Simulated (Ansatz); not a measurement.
# Two runs on SiC

System: SiC (4 atoms in the cell).
Method of the first run: DFT PBE, scalar-relativistic, plane waves, PAW, no spin polarisation (Ansatz 0.2.0).

The structure derives from an entry of the Crystallography Open Database. Text and figures count atoms from 1; the logs count them from 0 in places.

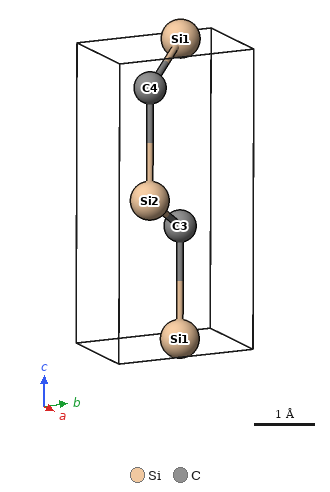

**Figure 1.** The input geometry (ball-and-stick view of the cell of the calculation, seen slightly off an axis; atoms are numbered from 1 in the order of the input). Near neighbours in the crystal (not all of them lie inside the picture): Si has 4 C at 1.89 to 1.91 Å; C has 4 Si at 1.89 to 1.91 Å.

Input, the first run:
```yaml
crystal:
  lattice:
    - [3.0919867344, 0.0, 0.0193249171]
    - [-1.5459933672, 2.6777390602, -0.0096624585]
    - [0.0317110288, 0.0, 5.0737646004]
  atoms:
    - { symbol: Si, position: [0.3333333333, 0.6666666667, 0.0045636718] }
    - { symbol: Si, position: [0.6666666667, 0.3333333333, 0.5045636718] }
    - { symbol: C, position: [0.3333333333, 0.6666666667, 0.3804363282] }
    - { symbol: C, position: [0.6666666667, 0.3333333333, 0.8804363282] }
basis:
  ecutwfc: 420
kpoints:
  mp_grid: { grid: [12, 12, 6] }
hamiltonian:
  xc: pbe
scf:
  occupations: { method: gaussian, width: 0.05 }
output:
  forces: true
  stress: true
  eigenvalues: true
```

Launched with:
```bash
ansatz run input.yaml --threads 1 --pin off --max-ram 2560MiB --backend cpu --events-out ev --progress --plain --runs-dir out
```

Hardware: 1 thread of Intel Xeon @ 2.50GHz (Skylake/Cascade Lake), 64 GiB of memory available, shared host.

Output, shortened to warnings, some set-up lines, iterations and results (the first run):
```
Basis set: ecut = 420 eV, 805 PW (Γ), exchange–correlation on 48×48×72 points (8 copies of the dense FFT grid, shifted against one another)
Symmetry: 2 space group operations
k-points: 242 of 864 (time reversal used)
Initial density: superposition of atomic densities (neutral atoms: chi_scale 0, normalization atom), corrected by the library's trained network
[...]
SCF iter   1: F=—  HF=-1774.305943 eV  |F-HF|=—  |Δ(HF+E_count)|=         —  Δρ=2.65e-3  dr2=3.18e-3  ethr=1.77e-3  ⟨swp⟩=5.2  Hψ=19035  notcnv=0
SCF iter   2: F=—  HF=-1774.305756 eV  |F-HF|=—  |Δ(HF+E_count)|=   1.87e-4  Δρ=9.48e-4  dr2=2.39e-4  ethr=1.99e-5  ⟨swp⟩=2.3  Hψ=6878  notcnv=0
SCF iter   3: F=—  HF=-1774.305772 eV  |F-HF|=—  |Δ(HF+E_count)|=   1.59e-5  Δρ=4.00e-4  dr2=2.74e-5  ethr=1.49e-6  ⟨swp⟩=2.0  Hψ=4394  notcnv=0
SCF iter   4: F=—  HF=-1774.305760 eV  |F-HF|=—  |Δ(HF+E_count)|=   1.25e-5  Δρ=6.65e-5  dr2=8.53e-7  ethr=1.71e-7  ⟨swp⟩=2.5  Hψ=4800  notcnv=0
SCF iter   5: F=-1774.305761 eV  HF=-1774.305761 eV  |F-HF|=1.13e-8  |Δ(HF+E_count)|=   1.47e-6  Δρ=5.03e-6  dr2=4.04e-9  ethr=5.33e-9  ⟨swp⟩=2.0  Hψ=4736  notcnv=0
SCF iter   6: F=-1774.305761 eV  HF=-1774.305761 eV  |F-HF|=2.08e-10  |Δ(HF+E_count)|=   1.25e-8  Δρ=8.36e-7  dr2=1.78e-10  ethr=2.53e-11  ⟨swp⟩=1.7  Hψ=9091  notcnv=0
SCF 1 converged in 6 iterations: F = -1774.305761 eV  dr2 = 1.78e-10
SCF converged after 6 iterations
Free energy (F): -1774.305761 eV
Harris-Foulkes:  -1774.305761 eV  (|F-HF|=2.08e-10)
Internal energy: -1774.305761 eV  (E = F + TS)
E sigma→0 (E₀):  -1774.305761 eV
Fermi energy:    10.597494 eV
--- Per-component energies (eV) ---
  E_band       = 55.098135
  E_kinetic    = 269.976739
  E_local      = -212.400466  (includes V_loc(G=0)·N_el)
  E_nonlocal   = 103.281143
  E_hartree    = 65.327750
  E_xc         = -210.547189
  E_vxc        = -218.144514  (∫ρ·V_xc dr)
  E_paw        = -1224.024347  (= ΣΔE_a)
  E_vpaw       = -18.270200  (= ΣTr[D̂ρ^β])
  E_aug_tail   = 0.000025  (compensation charges beyond the density's cutoff)
  E_ewald      = -565.919417
  E_smearing   = -0.000000  (= −TS)
  E_closure    = 0.000000  (closes the sum)
  Σ components = -1774.305761   (vs F -1774.305761, Δ=0.00e0)
--- Forces (eV/Å), atoms counted from 1 ---
  atom   1  Si    -0.06775220     0.00235603     0.00310321
  atom   2  Si    -0.06775220    -0.00235603     0.00310321
  atom   3  C      0.06775238     0.00323054    -0.00310481
  atom   4  C      0.06775238    -0.00323054    -0.00310481
  max |Σ_I F_I| component: 3.20e-6 eV/Å
--- Stress (GPa, compression-positive) ---
        0.011146       0.000000      -2.036894
        0.000000       0.011992      -0.000000
       -2.036895      -0.000000       0.062770
  P = ⅓ Tr σ = 0.0286 GPa (0.286 kbar)
```

The input of the second run differs as follows (lines with − go, lines with + come):
```diff
-basis:
-  ecutwfc: 420
+  convergence: { dr2_threshold: 0.0001 }
+  eigensolver: { kind: davidson }
+accuracy: medium
```

What does this change do to the results?

The energy doesn't change within 0.01 meV per atom. The number of SCF iterations is the same.

Output, shortened to warnings, some set-up lines, iterations and results (the second run):
```
Warning: scf.convergence.dr2_threshold = 1e-4 eV is looser than this run's default, which is 1e-7 eV or tighter. The error in the forces grows as the threshold's square root, so leave the key out unless less accurate forces are enough
Warning: output.stress: scf.convergence.dr2_threshold = 1e-4 eV is looser than the 4e-10 eV advised for a printed stress (1e-10 eV for each atom of the cell: 4). What an SCF threshold leaves in a stress goes as its square root, and in the free energy as the threshold itself, and one threshold admits the most on a small cell: of the crystals measured, under no hybrid functional and no lock of the …
Basis set: ecut = 420 eV, 805 PW (Γ), exchange–correlation on 48×48×72 points (8 copies of the dense FFT grid, shifted against one another)
Symmetry: 2 space group operations
k-points: 242 of 864 (time reversal used)
Initial density: superposition of atomic densities (neutral atoms: chi_scale 0, normalization atom), corrected by the library's trained network
[...]
SCF iter   1: F=—  HF=-1774.306048 eV  |F-HF|=—  |Δ(HF+E_count)|=         —  Δρ=2.54e-3  dr2=2.88e-3  ethr=1.77e-3  ⟨swp⟩=9.4  Hψ=15950  notcnv=0
SCF iter   2: F=—  HF=-1774.305672 eV  |F-HF|=—  |Δ(HF+E_count)|=   3.76e-4  Δρ=8.61e-4  dr2=1.60e-4  ethr=9.60e-7  ⟨swp⟩=2.1  Hψ=12916  notcnv=0  defer=4
SCF iter   3: F=-1774.305757 eV  HF=-1774.305717 eV  |F-HF|=3.94e-5  |Δ(HF+E_count)|=   4.50e-5  Δρ=3.92e-4  dr2=2.46e-5  ethr=9.60e-7  ⟨swp⟩=2.9  Hψ=5106  notcnv=0
SCF iter   4: F=-1774.305760 eV  HF=-1774.305761 eV  |F-HF|=2.07e-7  |Δ(HF+E_count)|=   4.35e-5  Δρ=7.56e-5  dr2=2.09e-6  ethr=1.54e-7  ⟨swp⟩=3.0  Hψ=5834  notcnv=0
SCF iter   5: F=-1774.305761 eV  HF=-1774.305761 eV  |F-HF|=4.97e-9  |Δ(HF+E_count)|=   4.43e-7  Δρ=7.56e-6  dr2=2.04e-8  ethr=1.31e-8  ⟨swp⟩=3.0  Hψ=5683  notcnv=0
SCF iter   6: F=-1774.305761 eV  HF=-1774.305761 eV  |F-HF|=4.92e-9  |Δ(HF+E_count)|=   1.59e-8  Δρ=3.79e-6  dr2=6.58e-9  ethr=1.28e-10  ⟨swp⟩=4.0  Hψ=7678  notcnv=0
SCF 1 converged in 6 iterations: F = -1774.305761 eV  dr2 = 6.58e-9
SCF converged after 6 iterations
Free energy (F): -1774.305761 eV
Harris-Foulkes:  -1774.305761 eV  (|F-HF|=4.92e-9)
Internal energy: -1774.305761 eV  (E = F + TS)
E sigma→0 (E₀):  -1774.305761 eV
Fermi energy:    10.597475 eV
--- Per-component energies (eV) ---
  E_band       = 55.097772
  E_kinetic    = 269.977268
  E_local      = -212.401478  (includes V_loc(G=0)·N_el)
  E_nonlocal   = 103.281187
  E_hartree    = 65.328321
  E_xc         = -210.547270
  E_vxc        = -218.144623  (∫ρ·V_xc dr)
  E_paw        = -1224.024397  (= ΣΔE_a)
  E_vpaw       = -18.270237  (= ΣTr[D̂ρ^β])
  E_aug_tail   = 0.000025  (compensation charges beyond the density's cutoff)
  E_ewald      = -565.919417
  E_smearing   = -0.000000  (= −TS)
  E_closure    = 0.000000  (closes the sum)
  Σ components = -1774.305761   (vs F -1774.305761, Δ=0.00e0)
--- Forces (eV/Å), atoms counted from 1 ---
  atom   1  Si    -0.06775099     0.00235630     0.00310143
  atom   2  Si    -0.06775099    -0.00235630     0.00310143
  atom   3  C      0.06775455     0.00323168    -0.00311824
  atom   4  C      0.06775455    -0.00323168    -0.00311824
  max |Σ_I F_I| component: 3.36e-5 eV/Å
--- Stress (GPa, compression-positive) ---
        0.010770       0.000000      -2.036905
        0.000000       0.011612      -0.000000
       -2.036905      -0.000000       0.062277
  P = ⅓ Tr σ = 0.0282 GPa (0.282 kbar)
```

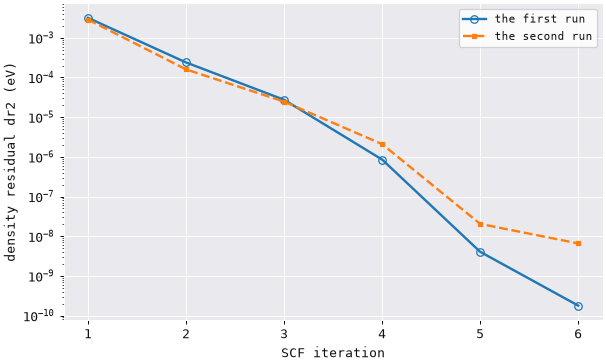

**Figure 2.** Convergence of the two runs: density residual dr2 against the SCF iteration. The first run takes 6 iterations in all, and the second run takes 6.

The two runs side by side:

```csv
quantity,the first run,the second run
outcome,converged,converged
free energy per atom (eV),−443.5764,−443.5764
gap on the mesh (eV),2.30,2.30
pressure (GPa),0.03,0.03
largest force (eV/Å),0.068,0.068
SCF iterations,6,6
irreducible k-points,242,242
plane waves at Γ,805,805
wall time (shared host),14 s,18 s
```

For the second run: These settings are looser than, or depart from, a standard set-up, so the numbers are not reference values for this system. Warnings: the SCF threshold is loose for the printed forces; the SCF threshold is looser than advised for the printed stress.
